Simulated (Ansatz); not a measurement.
## Run report: Ti3O4, single-point calculation (part 1 of 3)

- system: Ti3O4 (I4/mmm, 14 atoms in the cell)
- method: DFT r2SCAN, scalar-relativistic, plane waves, PAW, spin-polarised (Ansatz 0.2.0)

The structure derives from a Materials Project entry.

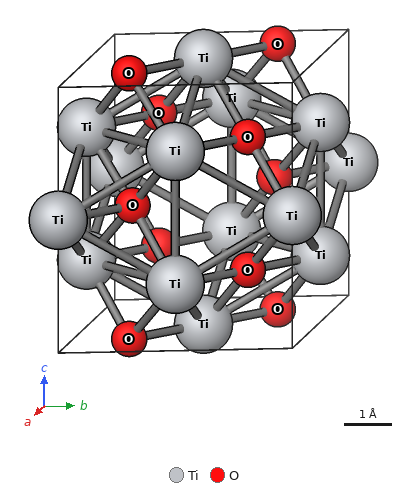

Figure 1. The input geometry (ball-and-stick view of the cell of the calculation, seen slightly off an axis). Near neighbours in the crystal (not all of them lie inside the picture): Ti has 6 O at 2.04 to 2.09 Å and 8 Ti at 2.90 to 2.92 Å; O has 4 Ti at 2.04 to 2.06 Å; O has 5 Ti at 2.06 to 2.09 Å.

## Input
```yaml
crystal:
  lattice:
    - [-2.0622025767, 2.0622025767, -4.0790312498]
    - [-2.0622025767, 2.0622025767, 4.0790312498]
    - [4.1244051534, 4.1244051534, 0.0]
  atoms:
    - { symbol: Ti, position: [-0.5, 0.0, 0.25], spin: 1.0 }
    - { symbol: Ti, position: [-0.5, 0.5, 0.0], spin: 1.0 }
    - { symbol: Ti, position: [0.0, 0.5, 0.25], spin: 1.0 }
    - { symbol: O, position: [-0.25, -0.25, 0.25] }
    - { symbol: O, position: [-0.2444122992, 0.2444122992, 0.0] }
    - { symbol: O, position: [0.25, 0.25, 0.25] }
    - { symbol: O, position: [-0.7555877008, 0.7555877008, 0.0] }
    - { symbol: Ti, position: [0.0, 0.5, 0.75], spin: -1.0 }
    - { symbol: Ti, position: [0.0, 1.0, 0.5], spin: -1.0 }
    - { symbol: Ti, position: [0.5, 1.0, 0.75], spin: -1.0 }
    - { symbol: O, position: [0.25, 0.25, 0.75] }
    - { symbol: O, position: [0.2555877008, 0.7444122992, 0.5] }
    - { symbol: O, position: [0.75, 0.75, 0.75] }
    - { symbol: O, position: [-0.2555877008, 1.2555877008, 0.5] }
basis:
  ecutwfc: 500
  ecutrho_ratio: 4
kpoints:
  mp_grid: { grid: [6, 6, 6] }
hamiltonian:
  xc: r2scan
scf:
  occupations: { method: gaussian, width: 0.05 }
  lower_state_search: "off"
output:
  forces: true
  stress: true
  eigenvalues: true
  populations: true
magnetization:
  spin_polarized: true
```

Command:
```bash
ansatz run input.yaml --threads 4 --pin off --max-ram 10240MiB --backend cpu --events-out ev --progress --plain --runs-dir out
```

## Log
```
Engine: ansatz 0.2.0, x86_64-unknown-linux-gnu
Pseudopotentials: kind: paw
Pseudopotential: Ti, paw, valence charge 12, recommended cutoff 500 eV (meta_gga), Ti.paw.azcp
Pseudopotential: O, paw, valence charge 6, recommended cutoff 500 eV (meta_gga), O.paw.azcp
Functional definition: r2SCAN
  parameter k0 = 0.174
  parameter k1 = 0.065
  parameter a1 = 4.9479
  exchange = r2scan_x(k0 = k0, k1 = k1, a1 = a1)
  correlation = r2scan_c
Crystal: 14 atoms, lattice volume = 138.774 Å³
Basis set: ecut = 500 eV, 3509 PW (Γ), exchange–correlation on 160×160×180 points (64 copies of the dense FFT grid, shifted against one another)
Bands: 77, of which v1, the nominal top of the filled ones, is band 60 counted from 1 (59 counted from 0)
Symmetry: 4 space group operations
Space group: Cmm2 (ITA 35), of the structure as read, at distance tolerance 5.2e-5 Å
Magnetic group: BNS 35.171 (UNI 269), of the structure as read, at distance tolerance 5.2e-5 Å
k-points: 52 of 216 (time reversal used)
Non-local potential: Ti, projectors of the file, l = 0: 3, l = 1: 2, l = 2: 3, l = 3: 1
Non-local potential: O, projectors of the file, l = 0: 2, l = 1: 2, l = 2: 1
PAW form: soft (Blöchl's): semilocal exchange-correlation on the pseudo side does not see the compensation charge
PAW frozen core: Ti, regenerated for the run's functional (the file was generated under x = pbe(κ = 0.804, μ = 0.2195149727645171), c = pbe(β = 0.06672455060314922))
PAW frozen core: O, regenerated for the run's functional (the file was generated under x = pbe(κ = 0.804, μ = 0.2195149727645171), c = pbe(β = 0.06672455060314922))
PAW one-centre angular grid: Ti, 590 points (default); XC on 160 Gauss nodes
PAW one-centre angular grid: O, 302 points (default); XC on 160 Gauss nodes
Initial density: superposition of atomic densities (chi_scale 0.1, normalization cell, long waves kept (reshape's long-wave potential 0.01 eV rms))
Starting moments: Σ|m| = 6 μB on 6 of 14 sites
Starting magnetic order: antiferromagnet; a translation exchanges its spin sublattices: spin-degenerate at every k-point
Initial wavefunctions: pseudopotential atomic-orbital guess
Functional: x = r2scan, c = r2scan; τ floored in thin density (d = 2e-4 eV/Å³)
the translation (0.5, 0.5, 0.5) carries every atom to within crystal.symmetry.tolerance of an atom of its element with the starting moment reversed, but both spin channels are solved: the dense FFT box has an odd point count along it
```
